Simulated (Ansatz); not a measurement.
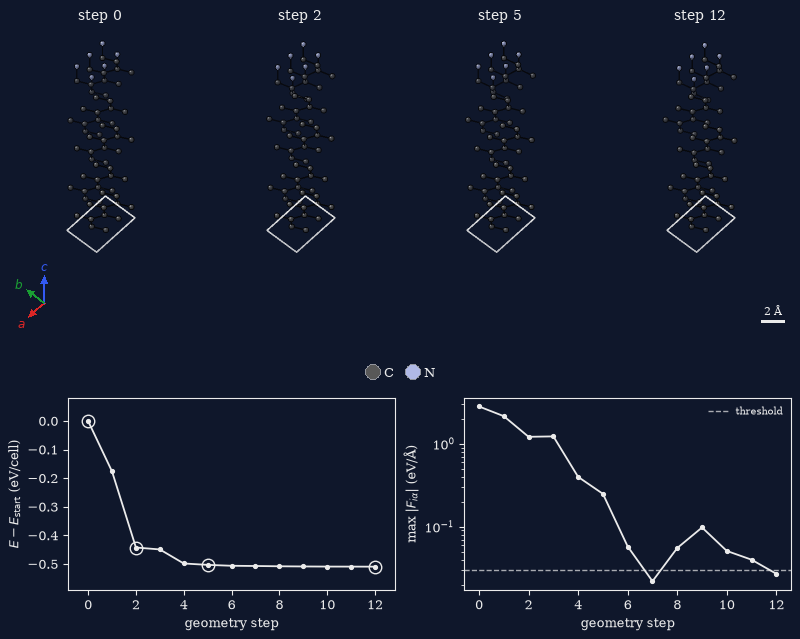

Frames of a constrained relaxation of a slab of composition C₁₀N (cut from the Fmmm phase), marked on the history of the run. Style: ball-and-stick. Shown: the 3 × 2 repeat of the cell, outlined in the plane, without the vacuum, from a free direction.

Case: N put at a top C site. The slab is the (0 0 1) face of C with N on it. 4 atoms are held fixed.

Level of theory: DFT PBE+D3(BJ), scalar-relativistic, plane waves, PAW in Ansatz 0.2.0.

Input file:
```yaml
crystal:
  lattice:
    - [2.4655379968, 0.0, 0.0]
    - [-1.2327689984, 2.1341461181, 0.0]
    - [0.0, 0.0, 32.5979680033]
  atoms:
    - { symbol: C, position: [0.0833101796, 0.1666203592, 0.2607524494] }
    - { symbol: C, position: [0.4166898204, 0.8333796408, 0.2607524494] }
    - { symbol: C, position: [0.5833101796, 0.1666203592, 0.3650391026] }
    - { symbol: C, position: [0.9166898204, 0.8333796408, 0.3650391026] }
    - { symbol: C, position: [0.0833101796, 0.1666203592, 0.4693232413] }
    - { symbol: C, position: [0.4166898204, 0.8333796408, 0.4693232413] }
    - { symbol: C, position: [0.5833101796, 0.1666203592, 0.5736098945] }
    - { symbol: C, position: [0.9166898204, 0.8333796408, 0.5736098945] }
    - { symbol: C, position: [0.0833101796, 0.1666203592, 0.6778940332] }
    - { symbol: C, position: [0.4166898204, 0.8333796408, 0.6778940332] }
    - { symbol: "N", position: [0.4166898204, 0.8333796408, 0.7232956361] }
basis:
  ecutwfc: 420
kpoints:
  mp_grid: { grid: [12, 12, 1] }
hamiltonian:
  xc: pbe
  dispersion: d3bj
scf:
  occupations: { method: gaussian, width: 0.1 }
output:
  forces: true
  eigenvalues: true
  write_density: true
  write_potential: true
  elf: true
  volumetric_format: npy
relax:
  adjacent_minimum: "off"
  f_tol: 0.03
  max_steps: 70
  constraints: [{ sites: [0, 1, 2, 3] }]
efield:
  axis: 3
  dipole_correction: true
  ramp_width: 0.04
```

Run as
```bash
ansatz run input.yaml --threads 1 --pin off --max-ram 2560MiB --backend cpu --events-out ev --progress --plain --runs-dir out
```

Question: Describe the path.

Answer: After 12 geometry steps the energy has fallen by 0.509 eV per cell of the calculation. The largest force component goes from 2.8 to 0.027 eV/Å. The forces were under the threshold at step 7, but the run went on from there. The largest moves, 0.50 Å, are those of C7 and C8. C7 goes at 83° to the normal (−c side). Largest moves by element: C 0.50 Å, N 0.26 Å. The lattice vectors keep their values. Near-neighbour distances that change, for instance: C9–C10 1.423 → 1.458 Å, C10–N11 1.480 → 1.455 Å. Bond angles that change, for instance: C9–C10–N11 90.0° → 102.7°, C10–C9–C10 120.0° → 115.3°. Cost: 4.3 min on 1 thread of Intel(R) Xeon(R) Platinum 8488C (Sapphire Rapids), on a shared host, peak memory 0.6 GiB. From step 0 to 2: C9 moves most (0.37 Å), energy −0.442 eV per cell of the calculation. From step 2 to 5: C atoms move most (0.17 Å), energy −60.7 meV per cell of the calculation. From step 5 to 12: C atoms move most (0.27 Å), energy −6.3 meV per cell of the calculation.

Limits of the set-up: the cell has an odd number of electrons but was run without spin polarisation; the periodic images lie only 2.5 Å apart, so the values are limited by the cell's size.
